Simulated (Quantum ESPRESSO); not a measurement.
# 1T-PbI2, 2 layers, AA stacking, stepped through the field along the normal, part 3 of 4

Wanted: a table for 1T-PbI2, 2 layers, AA stacking against the field along the normal, and what can be fitted to it.

Quantum ESPRESSO 7.5; plane-wave DFT, PBE, GBRV ultrasoft pseudopotentials.

So far. Step 2 (Variable-cell relaxation of the reference):  The last row is no step: it is a fresh SCF in the final cell with a new plane-wave basis, +1 meV from the row before.

## (5) Bands along a path, 0 V/Å

Bands along a path place the edges.

m0.bands.in

```
&control
  prefix = 'm0.bands'
  outdir = './out'
  pseudo_dir = './pseudo'
  calculation = 'bands'
  tefield = .true.
  dipfield = .true.
/
&system
  ibrav = 0
  nat = 6
  ntyp = 2
  ecutwfc = 40
  ecutrho = 200
  occupations = 'smearing'
  smearing = 'fd'
  degauss = 0.002
  edir = 3
  emaxpos = 0.97
  eopreg = 0.04
  eamp = 0.0
  nbnd = 34
/
&electrons
  conv_thr = 1e-07
  mixing_beta = 0.4
  electron_maxstep = 120
  mixing_mode = 'local-TF'
/
ATOMIC_SPECIES
  I   126.9045  i_pbe_v1.uspp.F.UPF
  Pb  207.2000  pb_pbe_v1.uspp.F.UPF
CELL_PARAMETERS angstrom
  4.55788566600000 0.00000000000000 0.00000000000000
  -2.27894283300000 3.94724477500000 0.00000000000000
  0.00000000000000 0.00000000000000 23.77770876400000
ATOMIC_POSITIONS crystal
  I   0.666666666700 0.333333333300 0.272615953800
  Pb  0.000000000000 0.000000000000 0.352398345100
  I   0.333333333300 0.666666666700 0.431979541000
  I   0.666666666700 0.333333333300 0.568020459000
  Pb  0.000000000000 0.000000000000 0.647601654900
  I   0.333333333300 0.666666666700 0.727384046200
K_POINTS crystal_b
4
  0.0000000000 0.0000000000 0.0000000000 10
  0.5000000000 0.0000000000 0.0000000000 10
  0.3333333333 0.3333333333 0.0000000000 10
  0.0000000000 0.0000000000 0.0000000000 1
```

Started as:

```
cp -r out/m0.scf.save out/m0.bands.save
cp out/m0.scf.xml out/m0.bands.xml
OMP_NUM_THREADS=1 mpirun -n 4 pw.x -nk 4 -in m0.bands.in > m0.bands.out
```

Output:

```text
[banner, memory and clock lines left out]
Program PWSCF v.7.5 starts

          URL

     Presently no symmetry can be used with electric field

     Atomic positions and unit cell read from directory:
     ./out/m0.bands.save/

     G-vector sticks info

     bravais-lattice index     =            0
     lattice parameter (alat)  =       8.6132  a.u.
     unit-cell volume          =    2886.8491 (a.u.)^3
     number of atoms/cell      =            6
     number of atomic types    =            2
     number of electrons       =        56.00
     number of Kohn-Sham states=           34
     kinetic-energy cutoff     =      40.0000  Ry
     charge density cutoff     =     200.0000  Ry
     Exchange-correlation= SLA  PW   PBE  PBE
                           (   1   4   3   4   0   0   0)

     celldm(1)=   8.613156  celldm(2)=   0.000000  celldm(3)=   0.000000
     celldm(4)=   0.000000  celldm(5)=   0.000000  celldm(6)=   0.000000

     crystal axes: (cart. coord. in units of alat)
               a(1) = (   1.000000   0.000000   0.000000 )
               a(2) = (  -0.500000   0.866025   0.000000 )
               a(3) = (   0.000000   0.000000   5.216829 )

     reciprocal axes: (cart. coord. in units 2 pi/alat)
               b(1) = (  1.000000  0.577350 -0.000000 )
               b(2) = (  0.000000  1.154701  0.000000 )
               b(3) = (  0.000000 -0.000000  0.191687 )

     PseudoPot. # 1 for I  read from file:
     ./pseudo/i_pbe_v1.uspp.F.UPF
     Pseudo is Ultrasoft + core correction, Zval =  7.0
     Generated by new atomic code, or converted to UPF format
     Using radial grid of  893 points,  6 beta functions with:
                l(1) =   0
                l(2) =   0
                l(3) =   1
                l(4) =   1
                l(5) =   2
                l(6) =   2
     Q(r) pseudized with  8 coefficients,  rinner =    1.500   1.500   1.500
                                                       1.500   1.500

     PseudoPot. # 2 for Pb read from file:
     ./pseudo/pb_pbe_v1.uspp.F.UPF
     Pseudo is Ultrasoft + core correction, Zval = 14.0
     Generated by new atomic code, or converted to UPF format
     Using radial grid of  899 points,  6 beta functions with:
                l(1) =   0
                l(2) =   0
                l(3) =   1
                l(4) =   1
                l(5) =   2
                l(6) =   2
     Q(r) pseudized with  6 coefficients,  rinner =    1.000   1.000   1.000
                                                       1.000   1.000

     atomic species   valence    mass     pseudopotential
     I                 7.00   126.90450     I ( 1.00)
     Pb               14.00   207.20000     Pb( 1.00)

     No symmetry found

   Cartesian axes

     site n.     atom                  positions (alat units)
         1        I      tau(   1) = (   0.5000000   0.2886751   1.4221907  )
         2        Pb     tau(   2) = (   0.0000000   0.0000000   1.8384018  )
         3        I      tau(   3) = (  -0.0000000   0.5773503   2.2535633  )
         4        I      tau(   4) = (   0.5000000   0.2886751   2.9632654  )
         5        Pb     tau(   5) = (   0.0000000   0.0000000   3.3784269  )
         6        I      tau(   6) = (  -0.0000000   0.5773503   3.7946380  )

     number of k points=    31  Fermi-Dirac smearing, width (Ry)=  0.0020
                       cart. coord. in units 2pi/alat
        k(    1) = (   0.0000000   0.0000000   0.0000000), wk =   0.0645161
        k(    2) = (   0.0500000   0.0288675   0.0000000), wk =   0.0645161
        k(    3) = (   0.1000000   0.0577350   0.0000000), wk =   0.0645161
        k(    4) = (   0.1500000   0.0866025   0.0000000), wk =   0.0645161
        k(    5) = (   0.2000000   0.1154701   0.0000000), wk =   0.0645161
        k(    6) = (   0.2500000   0.1443376   0.0000000), wk =   0.0645161
        k(    7) = (   0.3000000   0.1732051   0.0000000), wk =   0.0645161
        k(    8) = (   0.3500000   0.2020726   0.0000000), wk =   0.0645161
        k(    9) = (   0.4000000   0.2309401   0.0000000), wk =   0.0645161
        k(   10) = (   0.4500000   0.2598076   0.0000000), wk =   0.0645161
        k(   11) = (   0.5000000   0.2886751   0.0000000), wk =   0.0645161
        k(   12) = (   0.4833333   0.3175426   0.0000000), wk =   0.0645161
        k(   13) = (   0.4666667   0.3464102   0.0000000), wk =   0.0645161
        k(   14) = (   0.4500000   0.3752777   0.0000000), wk =   0.0645161
        k(   15) = (   0.4333333   0.4041452   0.0000000), wk =   0.0645161
        k(   16) = (   0.4166667   0.4330127   0.0000000), wk =   0.0645161
        k(   17) = (   0.4000000   0.4618802   0.0000000), wk =   0.0645161
        k(   18) = (   0.3833333   0.4907477   0.0000000), wk =   0.0645161
        k(   19) = (   0.3666667   0.5196152   0.0000000), wk =   0.0645161
        k(   20) = (   0.3500000   0.5484828   0.0000000), wk =   0.0645161
        k(   21) = (   0.3333333   0.5773503   0.0000000), wk =   0.0645161
        k(   22) = (   0.3000000   0.5196152   0.0000000), wk =   0.0645161
        k(   23) = (   0.2666667   0.4618802   0.0000000), wk =   0.0645161
        k(   24) = (   0.2333333   0.4041452   0.0000000), wk =   0.0645161
        k(   25) = (   0.2000000   0.3464102   0.0000000), wk =   0.0645161
        k(   26) = (   0.1666667   0.2886751   0.0000000), wk =   0.0645161
        k(   27) = (   0.1333333   0.2309401   0.0000000), wk =   0.0645161
        k(   28) = (   0.1000000   0.1732051   0.0000000), wk =   0.0645161
        k(   29) = (   0.0666667   0.1154701   0.0000000), wk =   0.0645161
        k(   30) = (   0.0333333   0.0577350   0.0000000), wk =   0.0645161
        k(   31) = (   0.0000000   0.0000000   0.0000000), wk =   0.0645161

     Dense  grid:   137921 G-vectors     FFT dimensions: (  40,  40, 216)

     Smooth grid:    98755 G-vectors     FFT dimensions: (  36,  36, 192)

     Check: negative core charge=   -0.000004

     The potential is recalculated from file :
     ./out/m0.bands.save/charge-density

     negative rho (up, down):  3.310E-02 0.000E+00

     Adding external electric field

     Computed dipole along edir(3) :
        Dipole                0.0000 Ry au,          0.0001 Debye
        Dipole field          0.0000 Ry au,

        Potential amp.       -0.0000 Ry
        Total length         43.1360 bohr

     Starting wfcs are   34 randomized atomic wfcs

     Band Structure Calculation
     Davidson diagonalization with overlap

     ethr =  1.79E-10,  avg # of iterations = 51.8

     End of band structure calculation

          k = 0.0000 0.0000 0.0000 ( 12349 PWs)   bands (ev):

[...]
-16.4423 -16.4422 -16.3979 -16.3978 -16.3974 -16.3974 -16.3790 -16.3790
   -16.3785 -16.3784 -11.7444 -11.6931 -11.5860 -11.5615  -7.6467  -7.6313
    -3.4557  -3.2193  -2.4946  -2.1872  -2.1295  -2.0615  -1.6120  -1.3303
    -1.2497  -1.1255  -1.0632  -0.8207   2.6940   2.8956   3.4760   3.5209
     3.7052   4.0118

          k = 0.4833 0.3175 0.0000 ( 12366 PWs)   bands (ev):

   -16.4420 -16.4419 -16.3982 -16.3982 -16.3973 -16.3972 -16.3790 -16.3790
   -16.3786 -16.3786 -11.7424 -11.6915 -11.5853 -11.5611  -7.6475  -7.6327
    -3.4504  -3.2139  -2.4977  -2.2283  -2.1138  -2.0968  -1.6079  -1.3154
    -1.2661  -1.1217  -1.0635  -0.8058   2.7230   2.9079   3.4718   3.5359
     3.6880   4.0126

          k = 0.4667 0.3464 0.0000 ( 12324 PWs)   bands (ev):

   -16.4412 -16.4410 -16.3992 -16.3991 -16.3968 -16.3968 -16.3791 -16.3790
   -16.3790 -16.3789 -11.7365 -11.6867 -11.5830 -11.5599  -7.6500  -7.6369
    -3.4345  -3.1977  -2.5111  -2.3043  -2.1796  -2.1129  -1.5976  -1.3018
    -1.3014  -1.1448  -1.0154  -0.7724   2.8052   2.9421   3.4679   3.5730
     3.6406   4.0148

          k = 0.4500 0.3753 0.0000 ( 12332 PWs)   bands (ev):

   -16.4398 -16.4397 -16.4007 -16.4007 -16.3961 -16.3961 -16.3796 -16.3795
   -16.3792 -16.3792 -11.7269 -11.6791 -11.5796 -11.5583  -7.6541  -7.6437
    -3.4082  -3.1710  -2.5477  -2.3917  -2.2656  -2.1467  -1.5860  -1.3364
    -1.3310  -1.1722  -0.9188  -0.7400   2.9270   2.9914   3.4709   3.5746
     3.6275   4.0188

          k = 0.4333 0.4041 0.0000 ( 12322 PWs)   bands (ev):

   -16.4380 -16.4378 -16.4029 -16.4028 -16.3952 -16.3951 -16.3803 -16.3803
   -16.3794 -16.3793 -11.7140 -11.6689 -11.5755 -11.5566  -7.6597  -7.6526
    -3.3719  -3.1339  -2.6206  -2.4817  -2.3233  -2.2150  -1.5772  -1.4188
    -1.3398  -1.1783  -0.8101  -0.7214   3.0476   3.0656   3.4823   3.5087
     3.6958   4.0255

          k = 0.4167 0.4330 0.0000 ( 12324 PWs)   bands (ev):

   -16.4357 -16.4356 -16.4055 -16.4054 -16.3940 -16.3940 -16.3813 -16.3812
   -16.3796 -16.3795 -11.6983 -11.6569 -11.5711 -11.5554  -7.6666  -7.6632
    -3.3263  -3.0872  -2.7181  -2.5676  -2.3573  -2.3100  -1.5717  -1.5143
    -1.3281  -1.1757  -0.7215  -0.7098   3.1032   3.1805   3.4756   3.5023
     3.7700   4.0369

          k = 0.4000 0.4619 0.0000 ( 12312 PWs)   bands (ev):

   -16.4331 -16.4330 -16.4084 -16.4084 -16.3926 -16.3926 -16.3823 -16.3823
   -16.3798 -16.3798 -11.6806 -11.6437 -11.5672 -11.5554  -7.6745  -7.6742
    -3.2724  -3.0315  -2.8178  -2.6442  -2.4202  -2.3895  -1.5973  -1.5685
    -1.3034  -1.1719  -0.7390  -0.6284   3.1517   3.2181   3.5171   3.5304
     3.8387   4.0565

          k = 0.3833 0.4907 0.0000 ( 12290 PWs)   bands (ev):

   -16.4303 -16.4302 -16.4116 -16.4116 -16.3911 -16.3911 -16.3834 -16.3834
   -16.3801 -16.3800 -11.6618 -11.6305 -11.5646 -11.5570  -7.6857  -7.6821
    -3.2119  -2.9682  -2.9060  -2.7075  -2.5341  -2.4346  -1.6516  -1.5691
    -1.2735  -1.1702  -0.7678  -0.5702   3.1875   3.2045   3.5655   3.5933
     3.8918   4.0873

          k = 0.3667 0.5196 0.0000 ( 12292 PWs)   bands (ev):

   -16.4274 -16.4272 -16.4149 -16.4149 -16.3896 -16.3896 -16.3846 -16.3846
   -16.3803 -16.3803 -11.6429 -11.6188 -11.5638 -11.5606  -7.6953  -7.6891
    -3.1483  -2.9766  -2.8995  -2.7544  -2.6411  -2.4941  -1.6715  -1.5771
    -1.2438  -1.1729  -0.7985  -0.5346   3.1893   3.2070   3.6035   3.6466
     3.9251   4.1256

          k = 0.3500 0.5485 0.0000 ( 12294 PWs)   bands (ev):

   -16.4243 -16.4242 -16.4182 -16.4181 -16.3882 -16.3881 -16.3857 -16.3857
   -16.3805 -16.3805 -11.6256 -11.6113 -11.5650 -11.5648  -7.7021  -7.6944
    -3.0896  -3.0259  -2.8328  -2.7818  -2.7294  -2.5556  -1.6610  -1.5965
    -1.2178  -1.1816  -0.8213  -0.5176   3.1871   3.2098   3.6378   3.6664
     3.9407   4.1578

          k = 0.3333 0.5774 0.0000 ( 12285 PWs)   bands (ev):

   -16.4216 -16.4215 -16.4210 -16.4210 -16.3869 -16.3869 -16.3869 -16.3868
   -16.3806 -16.3806 -11.6132 -11.6132 -11.5666 -11.5666  -7.7047  -7.6964
    -3.0535  -3.0535  -2.7898  -2.7898  -2.7773  -2.5872  -1.6293  -1.6293
    -1.1969  -1.1969  -0.8295  -0.5134   3.1986   3.1986   3.6607   3.6607
     3.9446   4.1702

          k = 0.3000 0.5196 0.0000 ( 12277 PWs)   bands (ev):

   -16.4265 -16.4264 -16.4156 -16.4156 -16.3890 -16.3890 -16.3855 -16.3855
   -16.3801 -16.3801 -11.6507 -11.6241 -11.5619 -11.5566  -7.6922  -7.6857
    -3.0816  -3.0501  -2.8291  -2.7928  -2.6718  -2.4710  -1.7197  -1.5438
    -1.2362  -1.1688  -0.8023  -0.5197   3.1516   3.2419   3.6114   3.6530
     3.9346   4.1230

          k = 0.2667 0.4619 0.0000 ( 12315 PWs)   bands (ev):

   -16.4297 -16.4295 -16.4107 -16.4106 -16.3907 -16.3907 -16.3858 -16.3858
   -16.3791 -16.3791 -11.7197 -11.6754 -11.5645 -11.5429  -7.6512  -7.6482
    -3.1090  -3.0061  -2.8228  -2.7418  -2.4854  -2.2735  -1.7866  -1.5069
    -1.2257  -1.1591  -0.7437  -0.5233   3.1030   3.2641   3.5599   3.5764
     3.8996   4.0142

          k = 0.2333 0.4041 0.0000 ( 12307 PWs)   bands (ev):

   -16.4304 -16.4302 -16.4067 -16.4067 -16.3919 -16.3919 -16.3867 -16.3867
   -16.3789 -16.3789 -11.8113 -11.7518 -11.5828 -11.5426  -7.5824  -7.5811
    -3.0610  -2.9428  -2.6907  -2.6792  -2.2855  -2.0667  -1.7651  -1.5308
    -1.1747  -1.1408  -0.6759  -0.5197   3.0705   3.2375   3.4493   3.5153
     3.8356   3.8942

          k = 0.2000 0.3464 0.0000 ( 12345 PWs)   bands (ev):

   -16.4286 -16.4284 -16.4039 -16.4039 -16.3925 -16.3924 -16.3877 -16.3877
   -16.3800 -16.3800 -11.9170 -11.8446 -11.6165 -11.5582  -7.4940  -7.4891
    -2.9349  -2.8120  -2.6019  -2.4991  -2.0946  -1.8715  -1.6449  -1.5203
    -1.2148  -1.0518  -0.6057  -0.5127   3.0366   3.1919   3.2855   3.4345
     3.7623   3.7798

          k = 0.1667 0.2887 0.0000 ( 12327 PWs)   bands (ev):

   -16.4248 -16.4246 -16.4024 -16.4024 -16.3925 -16.3924 -16.3886 -16.3885
   -16.3823 -16.3822 -12.0270 -11.9444 -11.6618 -11.5871  -7.3991  -7.3832
    -2.7573  -2.5975  -2.4573  -2.3005  -1.9295  -1.6946  -1.4776  -1.4300
    -1.2596  -0.9936  -0.5355  -0.5014   2.9676   3.1041   3.1250   3.3310
     3.6417   3.6856

          k = 0.1333 0.2309 0.0000 ( 12331 PWs)   bands (ev):

   -16.4197 -16.4196 -16.4022 -16.4022 -16.3919 -16.3918 -16.3893 -16.3893
   -16.3850 -16.3849 -12.1313 -12.0411 -11.7124 -11.6239  -7.3113  -7.2773
    -2.5581  -2.3071  -2.2023  -2.1121  -1.8112  -1.5311  -1.3512  -1.2841
    -1.2508  -0.9752  -0.4782  -0.4775   2.8502   2.9421   2.9858   3.2490
     3.4664   3.5595

          k = 0.1000 0.1732 0.0000 ( 12363 PWs)   bands (ev):

   -16.4146 -16.4145 -16.4032 -16.4031 -16.3908 -16.3908 -16.3904 -16.3903
   -16.3869 -16.3869 -12.2213 -12.1256 -11.7613 -11.6620  -7.2404  -7.1842
    -2.3337  -1.9638  -1.9194  -1.8733  -1.7392  -1.3945  -1.3063  -1.1579
    -1.1375  -0.9925  -0.4719  -0.4380   2.6762   2.7693   2.8575   3.1552
     3.2999   3.3546

          k = 0.0667 0.1155 0.0000 ( 12357 PWs)   bands (ev):

   -16.4103 -16.4102 -16.4047 -16.4047 -16.3919 -16.3918 -16.3894 -16.3894
   -16.3876 -16.3876 -12.2902 -12.1910 -11.8017 -11.6947  -7.1906  -7.1133
    -2.1169  -1.7183  -1.6777  -1.6019  -1.5211  -1.3010  -1.2379  -1.0867
    -1.0608  -1.0102  -0.5730  -0.3998   2.4289   2.5079   2.8895   3.0488
     3.1471   3.1807

          k = 0.0333 0.0577 0.0000 ( 12325 PWs)   bands (ev):

   -16.4076 -16.4075 -16.4061 -16.4061 -16.3930 -16.3929 -16.3883 -16.3882
   -16.3878 -16.3877 -12.3334 -12.2321 -11.8282 -11.7168  -7.1618  -7.0696
    -2.0080  -1.5196  -1.4631  -1.3389  -1.3111  -1.2617  -1.0974  -1.0893
    -1.0426  -0.9735  -0.7934  -0.4025   2.1680   2.2811   2.9846   2.9871
     3.0331   3.0992

          k = 0.0000 0.0000 0.0000 ( 12349 PWs)   bands (ev):

   -16.4067 -16.4067 -16.4066 -16.4066 -16.3933 -16.3933 -16.3878 -16.3878
   -16.3878 -16.3878 -12.3481 -12.2462 -11.8375 -11.7245  -7.1525  -7.0548
    -1.9874  -1.3876  -1.3118  -1.3118  -1.2187  -1.2187  -1.0495  -1.0495
    -1.0306  -0.9708  -0.9708  -0.4241   2.0506   2.1897   2.9729   2.9729
     3.0671   3.0671

     XML data file, pseudopotentials, collected wavefunctions

                                        0.00s GPU  (     455 calls)
```

Wall time 1.8 min (4 MPI ranks of Arm Neoverse V1, shared host); peak memory 0.62 GiB.

Numbers from this step:

```
valence top, on the run's zero : -0.3977 eV
gap by band count              : 2.448 eV
```

Band numbers count within the set of bands kept for display. The electronic bands at the labelled points (eV, zero at the highest filled level of the SCF mesh; v1 is the highest filled band, c1 the lowest empty one):

```csv
point,v4,v3,v2,v1,c1,c2,c3,c4
Γ,-0.62,-0.56,-0.56,-0.01,2.47,2.60,3.39,3.39
M,-0.83,-0.71,-0.65,-0.41,3.11,3.31,3.89,3.94
K,-0.78,-0.78,-0.41,-0.10,3.61,3.61,4.08,4.08
Γ,-0.62,-0.56,-0.56,-0.01,2.47,2.60,3.39,3.39
```

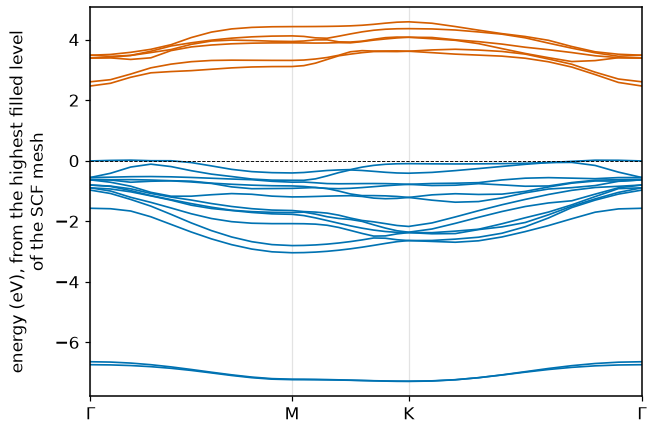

Electronic bands along the path; lines of filled and empty bands in two colours.

Along this path the valence top lies between Γ and M and the conduction bottom at Γ.

## (6) Ground state, 0.05 V/Å

m1.scf.in

```
&control
  prefix = 'm1.scf'
  outdir = './out'
  pseudo_dir = './pseudo'
  calculation = 'scf'
  tprnfor = .true.
  tefield = .true.
  dipfield = .true.
/
&system
  ibrav = 0
  nat = 6
  ntyp = 2
  ecutwfc = 40
  ecutrho = 200
  occupations = 'smearing'
  smearing = 'fd'
  degauss = 0.002
  edir = 3
  emaxpos = 0.97
  eopreg = 0.04
  eamp = 0.00097235
  nbnd = 34
/
&electrons
  conv_thr = 1e-09
  mixing_beta = 0.4
  electron_maxstep = 120
  mixing_mode = 'plain'
  startingpot = 'file'
/
ATOMIC_SPECIES
  I   126.9045  i_pbe_v1.uspp.F.UPF
  Pb  207.2000  pb_pbe_v1.uspp.F.UPF
CELL_PARAMETERS angstrom
  4.55788566600000 0.00000000000000 0.00000000000000
  -2.27894283300000 3.94724477500000 0.00000000000000
  0.00000000000000 0.00000000000000 23.77770876400000
ATOMIC_POSITIONS crystal
  I   0.666666666700 0.333333333300 0.272615953800
  Pb  0.000000000000 0.000000000000 0.352398345100
  I   0.333333333300 0.666666666700 0.431979541000
  I   0.666666666700 0.333333333300 0.568020459000
  Pb  0.000000000000 0.000000000000 0.647601654900
  I   0.333333333300 0.666666666700 0.727384046200
K_POINTS automatic
  6 6 1 0 0 0
```

Started as:

```
cp -r out/m0.scf.save out/m1.scf.save
OMP_NUM_THREADS=1 mpirun -n 4 pw.x -nk 2 -in m1.scf.in > m1.scf.out
```

Output:

```text
[banner, memory and clock lines left out]
Program PWSCF v.7.5 starts
[...]
number of electrons       =        56.00
     number of Kohn-Sham states=           34
     kinetic-energy cutoff     =      40.0000  Ry
     charge density cutoff     =     200.0000  Ry
[...]
number of k points=    20  Fermi-Dirac smearing, width (Ry)=  0.0020
[...]
Dense  grid:   137921 G-vectors     FFT dimensions: (  40,  40, 216)
[...]
The initial density is read from file :
[...]
negative rho (up, down):  3.310E-02 0.000E+00
[...]
Starting wfcs are   34 randomized atomic wfcs
[...]
negative rho (up, down):  3.293E-02 0.000E+00
[...]
estimated scf accuracy    <       0.00503361 Ry
[...]
negative rho (up, down):  3.291E-02 0.000E+00
[...]
estimated scf accuracy    <       0.02354478 Ry
[...]
negative rho (up, down):  3.284E-02 0.000E+00
[...]
estimated scf accuracy    <       0.00000302 Ry
[...]
negative rho (up, down):  3.290E-02 0.000E+00
[...]
estimated scf accuracy    <       0.00000281 Ry
[...]
negative rho (up, down):  3.294E-02 0.000E+00
[...]
estimated scf accuracy    <       0.00000131 Ry
[...]
negative rho (up, down):  3.306E-02 0.000E+00
[...]
estimated scf accuracy    <       0.00000101 Ry
[...]
negative rho (up, down):  3.309E-02 0.000E+00
[...]
estimated scf accuracy    <       0.00000006 Ry
[...]
negative rho (up, down):  3.310E-02 0.000E+00
[...]
estimated scf accuracy    <          9.0E-09 Ry
[...]
negative rho (up, down):  3.310E-02 0.000E+00
[...]
estimated scf accuracy    <          5.5E-09 Ry
[...]
negative rho (up, down):  3.309E-02 0.000E+00
[...]
Computed dipole along edir(3) :
        Dipole                0.1066 Ry au,          0.2710 Debye
        Dipole field          0.0005 Ry au,
        E field amplitude [Ha a.u.]:  9.7235E-04
        Potential amp.        0.0438 Ry
        Total length         43.1360 bohr
[...]
the Fermi energy is     0.4793 ev
!    total energy              =    -591.21002144 Ry
     estimated scf accuracy    <          8.5E-10 Ry
     smearing contrib. (-TS)   =      -0.00000000 Ry
     internal energy E=F+TS    =    -591.21002144 Ry
[...]
one-electron contribution =   -1058.75898480 Ry
     hartree contribution      =     549.32175486 Ry
     xc contribution           =    -320.30781891 Ry
     ewald contribution        =     238.53518528 Ry
     electric field correction =      -0.00015786 Ry
     convergence has been achieved in  10 iterations
     negative rho (up, down):  3.309E-02 0.000E+00
[...]
Total force =     0.005245     Total SCF correction =     0.000135
[...]
```

Wall time 69 s (4 MPI ranks); peak memory 0.87 GiB; 4.6 min of CPU time.

Read from the output:

```
free energy                          : -8043.8221 eV
Fermi energy                         : 0.4793 eV
dipole along the normal              : 0.05642 e·Å
valence top, on the run's zero       : -0.4009 eV
conduction bottom, on the run's zero : 2.049 eV
gap by band count                    : 2.450 eV
```

[end of part 3 of 4]

[Logs are printed without paths, hosts, clocks, repeated set-up lines and the standing remarks that a program may print on its own settings, such as how far it seeks lower states.]

[Hosts, paths, dates, database ids (printed as entryN), source tags and the programs' standing remarks are cut or masked in the printed files.]

[Maps of the electrostatic potential energy from Ansatz leave out the sawtooth potential of an applied field or a dipole correction, so their vacuum need not be flat; planar profiles and work functions include it.]
